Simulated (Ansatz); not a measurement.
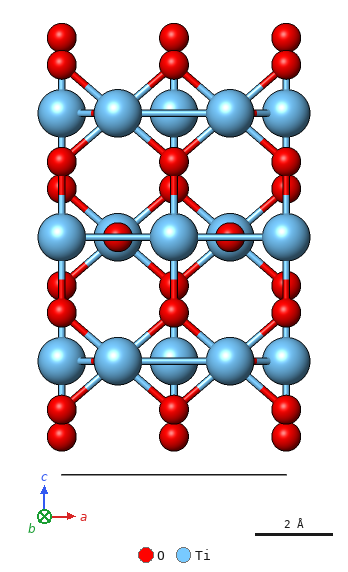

Starting structure of a slab of composition Ti₃O₇ (cut from the P4_2/mnm phase). A ball-and-stick model of the 2 × 1 repeat of the cell, outlined in the plane, without the vacuum, seen along the b axis.

Case: (1 1 0) slab, atoms relaxed. The slab is the (1 1 0) face of TiO2.

Computed with Ansatz, DFT PBEsol, scalar-relativistic, plane waves, PAW.

Input
```yaml
crystal:
  lattice:
    - [2.9389940179, 0.0, 0.0]
    - [0.0, 6.4930046412, 0.0]
    - [0.0, 0.0, 25.4464489946]
  atoms:
    - { symbol: O, position: [0.0, 0.5, 0.2947366056] }
    - { symbol: O, position: [0.0, 0.0, 0.3225181649] }
    - { symbol: Ti, position: [0.0, 0.5, 0.3724182568] }
    - { symbol: Ti, position: [0.5, 0.0, 0.3724182568] }
    - { symbol: O, position: [0.5, 0.3044387438, 0.3724182568] }
    - { symbol: O, position: [0.5, 0.6955612562, 0.3724182568] }
    - { symbol: O, position: [0.0, 0.0, 0.4223183487] }
    - { symbol: O, position: [0.0, 0.5, 0.4500999081] }
    - { symbol: Ti, position: [0.0, 0.0, 0.5] }
    - { symbol: Ti, position: [0.5, 0.5, 0.5] }
    - { symbol: O, position: [0.5, 0.8044387438, 0.5] }
    - { symbol: O, position: [0.5, 0.1955612562, 0.5] }
    - { symbol: O, position: [0.0, 0.5, 0.5499000919] }
    - { symbol: O, position: [0.0, 0.0, 0.5776816513] }
    - { symbol: Ti, position: [0.0, 0.5, 0.6275817432] }
    - { symbol: Ti, position: [0.5, 0.0, 0.6275817432] }
    - { symbol: O, position: [0.5, 0.3044387438, 0.6275817432] }
    - { symbol: O, position: [0.5, 0.6955612562, 0.6275817432] }
    - { symbol: O, position: [0.0, 0.0, 0.6774818351] }
    - { symbol: O, position: [0.0, 0.5, 0.7052633944] }
basis:
  ecutwfc: 420
kpoints:
  mp_grid: { grid: [9, 4, 1] }
hamiltonian:
  xc: pbesol
scf:
  occupations: { method: gaussian, width: 0.05 }
output:
  forces: true
  eigenvalues: true
  write_density: true
  write_potential: true
  elf: true
  volumetric_format: npy
relax:
  adjacent_minimum: "off"
  f_tol: 0.02
  max_steps: 60
efield:
  axis: 3
  dipole_correction: true
  ramp_width: 0.04
```

Run as
```bash
ansatz run input.yaml --threads 2 --pin off --max-ram 5120MiB --backend cpu --events-out ev --progress --plain --runs-dir out
```

Predict the outcome.

Answer. The largest moves, 0.14 Å, are those of Ti4 and Ti16. Ti16 goes along the normal (+c). Largest moves by element: Ti 0.14 Å, O 0.12 Å. The cell doesn't change. Near-neighbour distances that change, for instance: O1–Ti3 1.977 → 1.748 Å, O13–Ti15 1.977 → 2.106 Å, O14–Ti16 1.942 → 2.062 Å, O2–Ti4 1.942 → 1.827 Å. Bond angles that change, for instance: Ti4–O2–Ti4 98.3° → 107.1°, Ti4–O7–Ti4 98.3° → 90.9°, Ti4–O7–Ti9 130.8° → 134.5°. The energy falls by 1.080 eV per cell of the calculation in 5 geometry steps. Largest force component: 2.9 eV/Å at the start, 0.015 eV/Å at the end. Cost: 3.9 min on 2 threads of Intel(R) Xeon(R) Platinum 8488C (Sapphire Rapids), on a shared host, peak memory 1.2 GiB.

History of the run:

| step | E − E(0), meV/atom | largest force component, eV/Å |
| --- | --- | --- |
| 0 | 0.00 | 2.9370 |
| 1 | -27.07 | 2.1372 |
| 2 | -50.18 | 1.0139 |
| 3 | -53.54 | 0.2830 |
| 4 | -53.95 | 0.0397 |
| 5 | -54.02 | 0.0153 |

After the run, drawn alike:

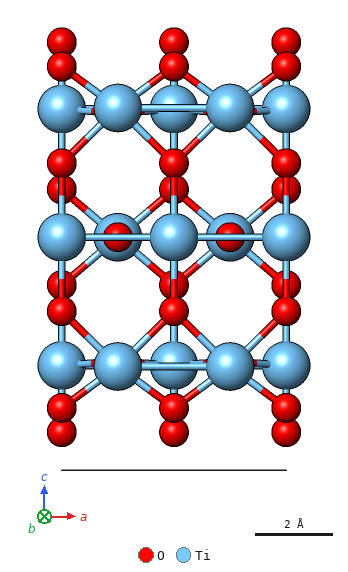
